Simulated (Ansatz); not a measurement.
Take the following structure.

```cif
data_structure
_symmetry_space_group_name_H-M 'P 1'
_symmetry_Int_Tables_number 1
_cell_length_a 4.8003
_cell_length_b 4.8003
_cell_length_c 5.3403
_cell_angle_alpha 90.000
_cell_angle_beta 90.000
_cell_angle_gamma 90.000
_cell_volume 123.06
loop_
_atom_site_label
_atom_site_type_symbol
_atom_site_fract_x
_atom_site_fract_y
_atom_site_fract_z
_atom_site_occupancy
Zr1 Zr 0.25000 0.25000 0.75000 1
Zr2 Zr 0.75000 0.25000 0.25000 1
Zr3 Zr 0.25000 0.75000 0.25000 1
Zr4 Zr 0.75000 0.75000 0.75000 1
O1 O 0.00000 0.00000 0.00000 1
O2 O 0.50000 0.50000 0.50000 1
```

Summarise the structure in words.

The solid is Zr2O. The symmetry is that of P4_2/nnm (No. 134), on a primitive tetragonal lattice. In the cell are 4 Zr, 2 O, which makes 2 formula units. Zr bonds to two O in a linear arrangement at 2.16 Å. O is linked to four Zr in a distorted tetrahedral arrangement at 2.16 Å. Not all metal-metal contacts are counted. The bonds build a three-dimensional framework.

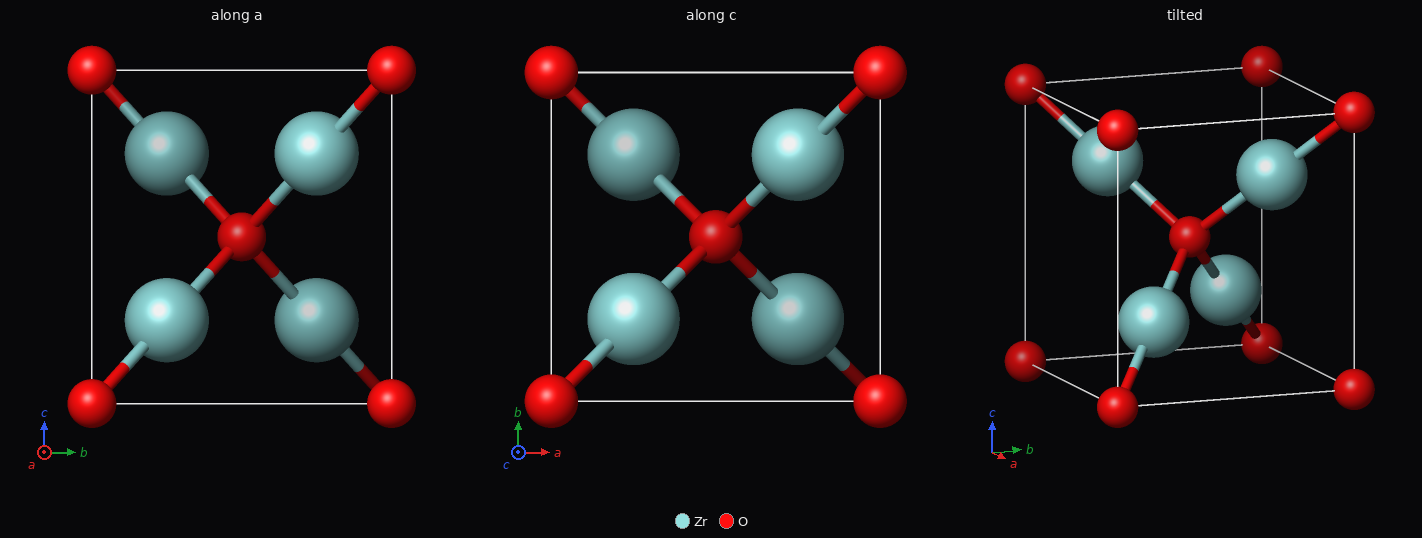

View along the a axis, along the c axis and slightly off an axis, drawn as a ball-and-stick model. The edges of the conventional unit cell are marked. Colours: zirconium light teal, oxygen red.

Its origin is a structure listed in the Materials Project. The cell was then strained or its atoms displaced on purpose. It was run through Ansatz as a DFT input.

At this level of theory the run's own cell isn't at rest (stretched, at -12 GPa), so its distances can differ from those at equilibrium, the more so the softer the solid.
